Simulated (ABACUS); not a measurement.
Single-point calculation at one volume of an equation of state of NiSi2 (part 2 of 3)

The same run, continued: NiSi2 (Fm-3m, 3 atoms in the cell); Kohn-Sham DFT of a periodic cell, PBE, PseudoDojo NC SR 0.4.1 PBE standard, spin-polarised (ABACUS 3.10.1); cutoff 1360.57 eV, 9×9×9 k-mesh, fermi-dirac of 0.05 eV, collinear spins. The structure derives from an entry of the Crystallography Open Database. It belongs to a series of runs on one base structure; here: volume scaled by 1.04.

Geometry of the input (Å; fractional positions):
```
0.0000  2.7386  2.7386
2.7386  0.0000  2.7386
2.7386  2.7386  0.0000
Ni 0.0000  0.0000  0.0000
Si 0.7500  0.7500  0.7500
Si 0.2500  0.2500  0.2500
```

Output, continued
```
 LCAO ALGORITHM --------------- ION=   1  ELEC=   6--------------------------------
          total magnetism (Bohr mag/cell) = 0.000908571
       absolute magnetism (Bohr mag/cell) = 0.00430802
                        nelec for spin up = 13.0005
                      nelec for spin down = 12.9995

 Density error is 0.00245653210428
----------------------------------------------------------
     Energy           Rydberg                 eV
----------------------------------------------------------
 E_KohnSham     -352.5589064532      -4796.8100084122
 E_Harris       -352.7431515795      -4799.3167919590
 E_Fermi        0.9366516581         12.7437995917
----------------------------------------------------------

 LCAO ALGORITHM --------------- ION=   1  ELEC=   7--------------------------------
          total magnetism (Bohr mag/cell) = 7.52996e-05
       absolute magnetism (Bohr mag/cell) = 0.00111626
                        nelec for spin up = 13
                      nelec for spin down = 13

 Density error is 0.00133689632033
----------------------------------------------------------
     Energy           Rydberg                 eV
----------------------------------------------------------
 E_KohnSham     -352.5589501975      -4796.8106035844
 E_Harris       -352.2892899282      -4793.1416873970
 E_Fermi        0.9351318758         12.7231218917
----------------------------------------------------------

 LCAO ALGORITHM --------------- ION=   1  ELEC=   8--------------------------------
          total magnetism (Bohr mag/cell) = -0.000695291
       absolute magnetism (Bohr mag/cell) = 0.00176929
                        nelec for spin up = 12.9997
                      nelec for spin down = 13.0003

 Density error is 0.000805805173081
----------------------------------------------------------
     Energy           Rydberg                 eV
----------------------------------------------------------
 E_KohnSham     -352.5589405810      -4796.8104727451
 E_Harris       -352.3802502754      -4794.3792664121
 E_Fermi        0.9358111979         12.7323645431
----------------------------------------------------------

 LCAO ALGORITHM --------------- ION=   1  ELEC=   9--------------------------------
          total magnetism (Bohr mag/cell) = -0.000163594
       absolute magnetism (Bohr mag/cell) = 0.000635637
                        nelec for spin up = 12.9999
                      nelec for spin down = 13.0001

 Density error is 0.000211296549041
----------------------------------------------------------
     Energy           Rydberg                 eV
----------------------------------------------------------
 E_KohnSham     -352.5589439193      -4796.8105181656
 E_Harris       -352.5142416656      -4796.2023128010
 E_Fermi        0.9363431556         12.7396021992
----------------------------------------------------------

 LCAO ALGORITHM --------------- ION=   1  ELEC=  10--------------------------------
          total magnetism (Bohr mag/cell) = 3.57135e-05
       absolute magnetism (Bohr mag/cell) = 0.000275439
                        nelec for spin up = 13
                      nelec for spin down = 13

 Density error is 9.27790488748e-05
----------------------------------------------------------
     Energy           Rydberg                 eV
----------------------------------------------------------
 E_KohnSham     -352.5589446843      -4796.8105285737
 E_Harris       -352.5704647582      -4796.9672672192
 E_Fermi        0.9365915671         12.7429820108
----------------------------------------------------------

 LCAO ALGORITHM --------------- ION=   1  ELEC=  11--------------------------------
          total magnetism (Bohr mag/cell) = -3.6686e-06
       absolute magnetism (Bohr mag/cell) = 9.28428e-06
                        nelec for spin up = 13
                      nelec for spin down = 13

 Density error is 1.71502080868e-05
----------------------------------------------------------
     Energy           Rydberg                 eV
----------------------------------------------------------
 E_KohnSham     -352.5589447416      -4796.8105293531
 E_Harris       -352.5557341308      -4796.7668467518
 E_Fermi        0.9365559545         12.7424974775
----------------------------------------------------------

 LCAO ALGORITHM --------------- ION=   1  ELEC=  12--------------------------------
          total magnetism (Bohr mag/cell) = 2.86872e-06
       absolute magnetism (Bohr mag/cell) = 1.03725e-05
                        nelec for spin up = 13
                      nelec for spin down = 13

 Density error is 5.02602658674e-06
----------------------------------------------------------
     Energy           Rydberg                 eV
----------------------------------------------------------
 E_KohnSham     -352.5589447451      -4796.8105293999
 E_Harris       -352.5593783868      -4796.8164293982
 E_Fermi        0.9365715352         12.7427094628
----------------------------------------------------------

 LCAO ALGORITHM --------------- ION=   1  ELEC=  13--------------------------------
          total magnetism (Bohr mag/cell) = -4.9579e-07
       absolute magnetism (Bohr mag/cell) = 1.88777e-06
                        nelec for spin up = 13
                      nelec for spin down = 13

 Density error is 2.4119835904e-06
----------------------------------------------------------
     Energy           Rydberg                 eV
----------------------------------------------------------
 E_KohnSham     -352.5589447451      -4796.8105294005
 E_Harris       -352.5590664601      -4796.8121854179
 E_Fermi        0.9365708242         12.7426997901
----------------------------------------------------------

 LCAO ALGORITHM --------------- ION=   1  ELEC=  14--------------------------------
          total magnetism (Bohr mag/cell) = 3.99473e-08
       absolute magnetism (Bohr mag/cell) = 1.9405e-06
                        nelec for spin up = 13
                      nelec for spin down = 13

 Density error is 8.29242880179e-07
----------------------------------------------------------
     Energy           Rydberg                 eV
----------------------------------------------------------
 E_KohnSham     -352.5589447452      -4796.8105294015
 E_Harris       -352.5589162381      -4796.8101415423
 E_Fermi        0.9365707342         12.7426985650
----------------------------------------------------------

 LCAO ALGORITHM --------------- ION=   1  ELEC=  15--------------------------------
          total magnetism (Bohr mag/cell) = 1.56588e-07
       absolute magnetism (Bohr mag/cell) = 2.83592e-07
                        nelec for spin up = 13
                      nelec for spin down = 13

 Density error is 2.83874199588e-07
----------------------------------------------------------
     Energy           Rydberg                 eV
----------------------------------------------------------
 E_KohnSham     -352.5589447452      -4796.8105294021
 E_Harris       -352.5589205443      -4796.8102001319
 E_Fermi        0.9365709563         12.7427015874
----------------------------------------------------------

 LCAO ALGORITHM --------------- ION=   1  ELEC=  16--------------------------------
          total magnetism (Bohr mag/cell) = -3.15935e-08
       absolute magnetism (Bohr mag/cell) = 8.01833e-08
                        nelec for spin up = 13
                      nelec for spin down = 13

 Density error is 1.67925364997e-07
----------------------------------------------------------
     Energy           Rydberg                 eV
----------------------------------------------------------
 E_KohnSham     -352.5589447452      -4796.8105294018
 E_Harris       -352.5589299875      -4796.8103286135
 E_Fermi        0.9365710025         12.7427022153
----------------------------------------------------------

 LCAO ALGORITHM --------------- ION=   1  ELEC=  17--------------------------------
          total magnetism (Bohr mag/cell) = 1.98158e-08
       absolute magnetism (Bohr mag/cell) = 1.27386e-07
                        nelec for spin up = 13
                      nelec for spin down = 13

 Density error is 5.55811726434e-08
----------------------------------------------------------
     Energy           Rydberg                 eV
----------------------------------------------------------
 E_KohnSham     -352.5589447452      -4796.8105294012
 E_KS(sigma->0) -352.5587411584      -4796.8077594612
 E_Harris       -352.5589420442      -4796.8104926534
 E_band         -25.9385061251       -352.9114809099
 E_one_elec     -265.1205577608      -3607.1502424855
 E_Hartree      145.1300452804       1974.5955668120
 E_xc           -49.1877364671       -669.2334876744
 E_Ewald        -183.3802886242      -2495.0168261732
 E_entropy(-TS) -0.0004071735        -0.0055398801
 E_descf        0.0000000000         0.0000000000
 E_exx          0.0000000000         0.0000000000
 E_Fermi        0.9365710560         12.7427029434
----------------------------------------------------------

 charge density convergence is achieved
 final etot is -4796.8105294 eV
 EFERMI = 12.742702943 eV

 STATE ENERGY(eV) AND OCCUPATIONS    NSPIN == 2
SPIN UP :
 1/35 kpoint (Cartesian) = 0.0000 0.0000 0.0000 (1155 pws)
       1       -91.7030     0.00137174
       2       -52.0891     0.00137174
       3       -52.0891     0.00137174
       4       -52.0891     0.00137174
       5      -0.789186     0.00137174
       6        7.78687     0.00137174
       7        7.78687     0.00137174
       8        7.78687     0.00137174
       9        9.50454     0.00137174
      10        9.50454     0.00137174
      11        12.0909     0.00137174
      12        14.4395    2.50650e-18
      13        14.4395    2.50650e-18
      14        14.4395    2.50650e-18
      15        15.0595    1.03246e-23
      16        15.0595    1.03246e-23
      17        15.0595    1.03246e-23
      18        17.4729    1.12540e-44

 2/35 kpoint (Cartesian) = 0.020286 0.020286 0.020286 (1167 pws)
       1       -91.7030      0.0109739
       2       -52.0892      0.0109739
       3       -52.0891      0.0109739
       4       -52.0891      0.0109739
       5      -0.611448      0.0109739
       6        7.38920      0.0109739
       7        7.84307      0.0109739
       8        7.84307      0.0109739
       9        9.47305      0.0109739
      10        9.47305      0.0109739
      11        11.9339      0.0109739
      12        13.2255    7.02262e-07
      13        13.7494    1.97663e-11
      14        13.7494    1.97663e-11
      15        15.6696    4.14517e-28
      16        15.6696    4.14517e-28
      17        16.5610    7.50466e-36
      18        17.0233    7.23778e-40

 3/35 kpoint (Cartesian) = 0.040573 0.040573 0.040573 (1171 pws)
       1       -91.7030      0.0109739
       2       -52.0894      0.0109739
       3       -52.0891      0.0109739
       4       -52.0891      0.0109739
       5     -0.0833108      0.0109739
       6        6.35110      0.0109739
       7        7.98727      0.0109739
       8        7.98727      0.0109739
       9        9.42630      0.0109739
      10        9.42630      0.0109739
      11        10.7261      0.0109739
      12        12.8834    0.000621337
      13        12.8834    0.000621337
      14        13.4679    5.51656e-09
      15        15.3498    2.48596e-25
      16        15.3498    2.48596e-25
      17        16.2966    1.48581e-33
      18        17.8430    5.49361e-47

 4/35 kpoint (Cartesian) = 0.060859 0.060859 0.060859 (1169 pws)
       1       -91.7030      0.0109739
       2       -52.0897      0.0109739
       3       -52.0892      0.0109739
       4       -52.0892      0.0109739
       5       0.777511      0.0109739
       6        4.93136      0.0109739
       7        8.14145      0.0109739
       8        8.14145      0.0109739
       9        9.47621      0.0109739
      10        9.47621      0.0109739
      11        9.75173      0.0109739
      12        12.0564      0.0109739
      13        12.0564      0.0109739
      14        14.0364    6.35605e-14
      15        14.8293    8.24321e-21
      16        14.8293    8.24321e-21
      17        15.6378    7.83750e-28
      18        19.5204    1.47974e-61

 5/35 kpoint (Cartesian) = 0.081145 0.081145 0.081145 (1166 pws)
       1       -91.7030      0.0109739
       2       -52.0899      0.0109739
       3       -52.0892      0.0109739
       4       -52.0892      0.0109739
       5        1.91259      0.0109739
       6        3.43893      0.0109739
       7        8.22134      0.0109739
       8        8.22134      0.0109739
       9        9.29128      0.0109739
      10        9.64091      0.0109739
      11        9.64091      0.0109739
      12        11.4548      0.0109739
      13        11.4548      0.0109739
      14        14.4257    2.64509e-17
      15        14.5829    1.13990e-18
      16        14.5829    1.13990e-18
      17        15.1970    5.28490e-24
      18        21.4053    6.28036e-78

 6/35 kpoint (Cartesian) = 0.0000 0.0000 0.040573 (1163 pws)
       1       -91.7030     0.00823045
       2       -52.0892     0.00823045
       3       -52.0892     0.00823045
       4       -52.0892     0.00823045
       5      -0.551989     0.00823045
       6        7.40426     0.00823045
       7        7.80598     0.00823045
       8        7.80598     0.00823045
       9        9.35540     0.00823045
      10        9.54934     0.00823045
      11        12.1603     0.00823038
      12        12.8811    0.000486029
      13        12.8811    0.000486029
      14        13.9946    1.09994e-13
      15        15.1300    1.51283e-23
      16        15.9749    6.93947e-31
      17        16.8791    9.71659e-39
      18        16.8791    9.71659e-39

[... levels at 64 further k points ...]

-------------------------------------------------
 Total Magnetism (uB)
-------------------------------------------------
                        Ni1        -0.0000001514
                        Si1         0.0000000856
                        Si2         0.0000000856
-------------------------------------------------

 correction force for each atom along direction 1 is 9.93418e-15
 correction force for each atom along direction 2 is 7.71374e-16
 correction force for each atom along direction 3 is -1.55547e-14
------------------------------------------------------------------------------------------
 TOTAL-FORCE (eV/Angstrom)
------------------------------------------------------------------------------------------
                       Ni1         0.0000000000         0.0000000000         0.0000000000
                       Si1         0.0000000000         0.0000000000         0.0000000000
                       Si2         0.0000000000         0.0000000000         0.0000000000
------------------------------------------------------------------------------------------

----------------------------------------------------------------
 TOTAL-STRESS (KBAR)
----------------------------------------------------------------
        -3.2364947818         0.0000000000        -0.0000000000
        -0.0000000000        -3.2364947818         0.0000000000
        -0.0000000000         0.0000000000        -3.2364947818
----------------------------------------------------------------
 TOTAL-PRESSURE: -3.236495 KBAR

 --------------------------------------------
 !FINAL_ETOT_IS -4796.8105294012220838 eV
 --------------------------------------------
```

Standard output
```
ABACUS
v3.10.1

               Atomic-orbital Based Ab-initio Computation at UStc

%%%%%%%%%%%%%%%%%%%%%%%%%%%%%%%%%%%%%%%%%%%%%%%%%%%%%%%%%%%%%%%%%%%%%%%%%%%%%%%%%%%%%%%%%%%%%%%%%%%%%%%%%
 Warning: the number of valence electrons in pseudopotential > 10 for Ni: [Ar] 3d8 4s2
 Pseudopotentials with additional electrons can yield (more) accurate outcomes, but may be less efficient.
 If you're confident that your chosen pseudopotential is appropriate, you can safely ignore this warning.
%%%%%%%%%%%%%%%%%%%%%%%%%%%%%%%%%%%%%%%%%%%%%%%%%%%%%%%%%%%%%%%%%%%%%%%%%%%%%%%%%%%%%%%%%%%%%%%%%%%%%%%%%

 UNIFORM GRID DIM        : 48 * 48 * 48
 UNIFORM GRID DIM(BIG)   : 12 * 12 * 12
 ---------------------------------------------------------
 Self-consistent calculations for electrons
 ---------------------------------------------------------
 SPIN    KPOINTS         PROCESSORS  THREADS     NBASE
 2       70              4           4           52
 ---------------------------------------------------------
 Use Systematically Improvable Atomic bases
 ---------------------------------------------------------
 ELEMENT ORBITALS        NBASE       NATOM       XC
 Ni      3s2p2d1f-7au    26          1
 Si      2s2p1d-7au      13          2
 ---------------------------------------------------------
 Initial plane wave basis and FFT box
 ---------------------------------------------------------
 -------------------------------------------
 SELF-CONSISTENT :
 -------------------------------------------
 START CHARGE      : atomic
 ITER      TMAG       AMAG        ETOT/eV          EDIFF/eV         DRHO     TIME/s
 GE1      1.31e-01   2.21e-01  -4.79530887e+03   0.00000000e+00   8.2336e-02   0.61
 GE2     -4.53e-02   8.95e-02  -4.79551166e+03  -2.02792744e-01   8.8052e-02   0.57
 GE3     -1.66e-02   3.54e-02  -4.79674176e+03  -1.23009700e+00   3.2576e-02   0.58
 GE4      1.48e-03   6.19e-03  -4.79680723e+03  -6.54708489e-02   2.3465e-02   0.58
 GE5      3.01e-04   1.25e-02  -4.79680749e+03  -2.65540922e-04   7.7677e-03   0.57
 GE6      9.09e-04   4.31e-03  -4.79681001e+03  -2.51492428e-03   2.4565e-03   0.57
 GE7      7.53e-05   1.12e-03  -4.79681060e+03  -5.95172160e-04   1.3369e-03   0.57
 GE8     -6.95e-04   1.77e-03  -4.79681047e+03   1.30839320e-04   8.0581e-04   0.57
 GE9     -1.64e-04   6.36e-04  -4.79681052e+03  -4.54204611e-05   2.1130e-04   0.57
 GE10     3.57e-05   2.75e-04  -4.79681053e+03  -1.04081762e-05   9.2779e-05   0.58
 GE11    -3.67e-06   9.28e-06  -4.79681053e+03  -7.79348754e-07   1.7150e-05   0.60
 GE12     2.87e-06   1.04e-05  -4.79681053e+03  -4.67849469e-08   5.0260e-06   0.59
 GE13    -4.96e-07   1.89e-06  -4.79681053e+03  -6.85227430e-10   2.4120e-06   0.58
 GE14     3.99e-08   1.94e-06  -4.79681053e+03  -9.48954917e-10   8.2924e-07   0.58
 GE15     1.57e-07   2.84e-07  -4.79681053e+03  -6.46557710e-10   2.8387e-07   0.58
 GE16    -3.16e-08   8.02e-08  -4.79681053e+03   3.05490784e-10   1.6793e-07   0.59
 GE17     1.98e-08   1.27e-07  -4.79681053e+03   6.12528357e-10   5.5581e-08   0.58
----------------------------------------------------------------
 TOTAL-STRESS (KBAR)
----------------------------------------------------------------
        -3.2364947818         0.0000000000        -0.0000000000
        -0.0000000000        -3.2364947818         0.0000000000
        -0.0000000000         0.0000000000        -3.2364947818
----------------------------------------------------------------
 TOTAL-PRESSURE: -3.236495 KBAR
```

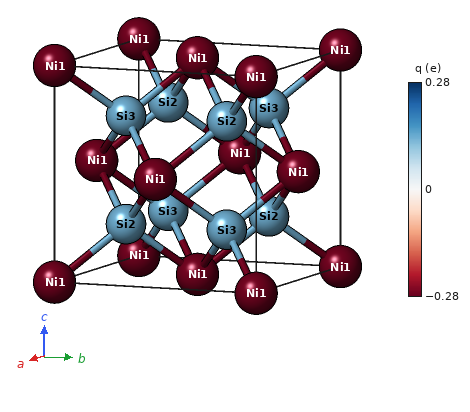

**Figure 1.** Mulliken charges, as the colour of each atom (ball-and-stick view of the cell 4 times as large as that of the calculation, set on its symmetry axes, seen slightly off an axis; atoms are numbered from 1 in the order of the input). By element: Ni −0.27 and Si +0.13 e.
